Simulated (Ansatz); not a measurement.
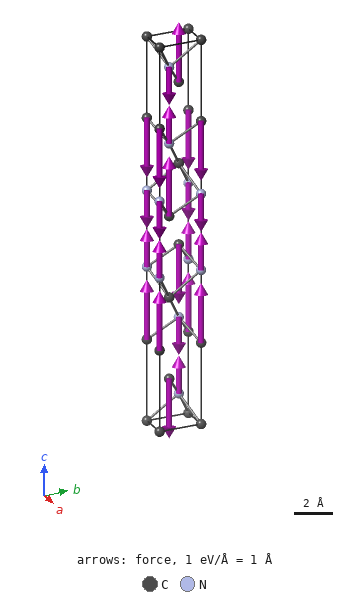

Starting geometry of crystalline C$_{3}$N$_{2}$ (a generated structure, set up in R-3m) (coarse preliminary run) with the computed forces as purple arrows. The picture is a ball-and-stick view of the conventional cell (3 times the calculation's cell), seen slightly off an axis. Lengths and directions refer to the drawn axes.

Theory: DFT PBE, scalar-relativistic, plane waves, PAW in Ansatz. Settings: plane-wave cutoff 420 eV; k-point mesh 6 × 6 × 6; occupations gaussian; smearing width 0.1 eV; no spin polarisation; cell and atoms relaxed; force threshold 0.04 eV/Å; at most 70 steps.

Q: What follows when this structure is relaxed?

A: It isn't relaxed: the largest force vector, on C atoms, is 3.28 eV/Å. The atoms end up moving mostly along the starting forces (cosine between the two patterns 0.98). The largest moves relative to the cell, 0.90 Å, are those of C atoms. Largest moves by element: C 0.90 Å, N 0.89 Å. Cell: a = b 3.057 → 2.341 Å (−23.4 %), c 21.130 → 27.714 Å (+31.2 %). Volume −23.1 %. Among the contacts that change: C–N 2.269 → 3.072 Å, C–N 2.104 → 1.381 Å. The space group stays R-3m (No. 166). Over 25 accepted moves (31 points after the start) the energy falls by 2509 meV per atom. Largest force component: 3.3 eV/Å at the start, 0.018 eV/Å at the end. Pressure: −40.05 GPa at the start and 0.16 GPa at the end. The line search rejected the trial step at point 18 of the run. At 5 points the geometry stayed and the basis and grid were re-selected for the new cell (energy shift of 15.9 meV per atom at most each time).
